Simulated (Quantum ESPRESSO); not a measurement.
# A series of single points on KTaO3

System: KTaO3 (5 atoms in the cell).
Method: Kohn-Sham DFT of a periodic cell, PBE, SSSP 1.3 efficiency PBE, no spin polarisation (Quantum ESPRESSO 7.5).

The 7 runs differ only in the geometry, by an even scaling of the cell at fixed fractional positions. The structure derives from an entry of the Crystallography Open Database.

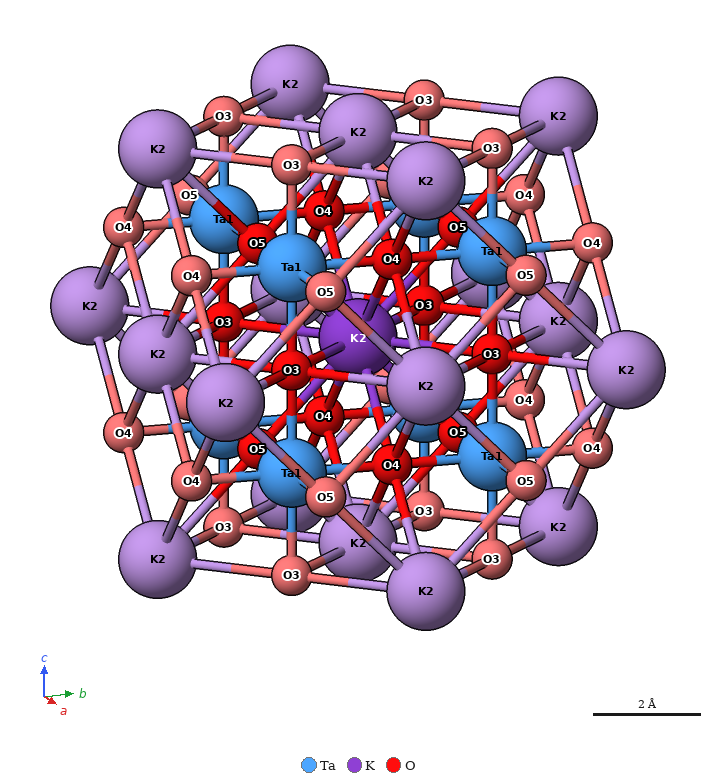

Figure 1. The structure of run 4 (ball-and-stick view of the cell of the calculation, seen slightly off an axis; neighbours outside the cell are drawn fainter; atoms are numbered from 1 in the order of the input).

### Input of run 4
```
&CONTROL
  calculation = 'scf'
  prefix = 'pwscf'
  outdir = './tmp'
  pseudo_dir = './pseudo'
  tprnfor = .true.
  tstress = .true.
  disk_io = 'nowf'
/
&SYSTEM
  ibrav = 0
  nat = 5
  ntyp = 3
  ecutwfc = 60
  ecutrho = 480
  nbnd = 28
  occupations = 'smearing'
  smearing = 'fd'
  degauss = 0.00367493
/
&ELECTRONS
  conv_thr = 1d-09
  electron_maxstep = 120
  mixing_beta = 0.5
/
ATOMIC_SPECIES
Ta   180.9479 Ta_pbe_v1.uspp.F.UPF
K     39.0983 K.pbe-spn-kjpaw_psl.1.0.0.UPF
O     15.9990 O.pbe-n-kjpaw_psl.0.1.UPF
CELL_PARAMETERS angstrom
   3.9883000000    0.0000000000    0.0000000000
   0.0000000000    3.9883000000    0.0000000000
   0.0000000000    0.0000000000    3.9883000000
ATOMIC_POSITIONS crystal
Ta     0.0000000000    0.0000000000    0.0000000000
K      0.5000000000    0.5000000000    0.5000000000
O      0.0000000000    0.0000000000    0.5000000000
O      0.0000000000    0.5000000000    0.0000000000
O      0.5000000000    0.0000000000    0.0000000000
K_POINTS automatic
7 7 7 0 0 0
```

Command:
```bash
OMP_NUM_THREADS=1 pw.x -in pw.in > pw.out
```

Run 5 differs from it as follows:
```diff
-   3.9883000000    0.0000000000    0.0000000000
-   0.0000000000    3.9883000000    0.0000000000
-   0.0000000000    0.0000000000    3.9883000000
+   4.0147133525    0.0000000000    0.0000000000
+   0.0000000000    4.0147133525    0.0000000000
+   0.0000000000    0.0000000000    4.0147133525
```

### Results, with one run withheld

| run | volume per atom (Å³) | free energy per atom, from the lowest run given (meV) | pressure (GPa) | gap on the mesh (eV) |
| --- | --- | --- | --- | --- |
| 1 | 11.927 | 65.33 | 20.33 | 2.41 |
| 2 | 12.180 | 37.11 | 14.75 | 2.36 |
| 3 | 12.434 | 17.26 | 9.73 | 2.32 |
| 4 | 12.688 | 4.96 | 5.23 | 2.27 |
| 5 | 12.942 | ? | ? | ? |
| 6 | 13.196 | 0.00 | −2.44 | 2.18 |
| 7 | 13.449 | 6.02 | −5.70 | 2.13 |

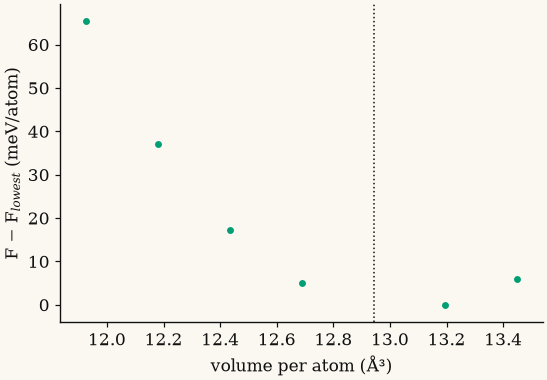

Figure 2. Free energy per atom of the runs given; the dotted line marks run 5.

Estimate the energy of run 5 from the others.

A cubic polynomial in V^(−2/3) (the Birch–Murnaghan form), fitted to the 6 runs given, misses them by at most 0.02 meV per atom. With x = V^(−2/3) − 0.18442 Å⁻², it reads F = 7.2725 + 4222.6 x + 5.4048e+05 x² + 8.4604e+05 x³ (meV per atom). At run 5 it gives −0.56 meV per atom, and the run itself gives −0.56. The slope of the fit gives a pressure −dF/dV of 1.49 GPa there, and the run prints 1.19 GPa. The two needn't agree exactly: the fit is approximate, and the printed stress is taken on a finite basis. The fit has its minimum at 13.043 Å³ per atom, where V d²F/dV² gives 189 GPa: the bulk modulus at this level, since symmetry fixes the shape and the positions. The gap on the mesh goes, without turning, from 2.41 eV in run 1 to 2.13 eV in run 7; run 5 has 2.22 eV. These are gaps of this functional on this mesh, which can miss the band edges; they aren't the measured gap.

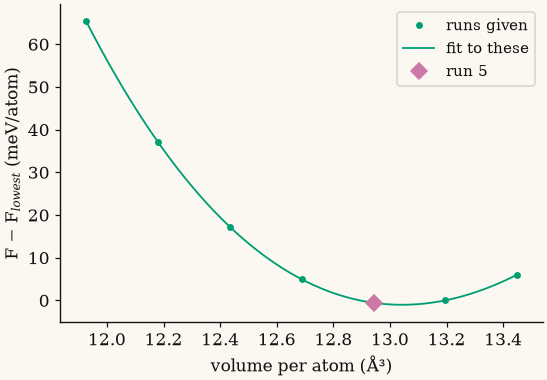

Figure 3. The fit and the withheld run.

### Some lines of the output (run 5)
```
[...]
     total energy              =    -380.43915221 Ry
     total energy              =    -380.43983049 Ry
     total energy              =    -380.44177894 Ry
     total energy              =    -380.44166563 Ry
     total energy              =    -380.44181363 Ry
     total energy              =    -380.44180495 Ry
     total energy              =    -380.44181113 Ry
     total energy              =    -380.44181101 Ry
     total energy              =    -380.44181105 Ry
     the Fermi energy is     9.6632 ev
!    total energy              =    -380.44181105 Ry
     The total energy is F=E-TS. E is the sum of the following terms:
     Computing stress (Cartesian axis) and pressure
          total   stress  (Ry/bohr**3)                   (kbar)     P=       11.91
```

Notes on the run: negative rho. Spin–orbit coupling is left out, which matters for Ta.
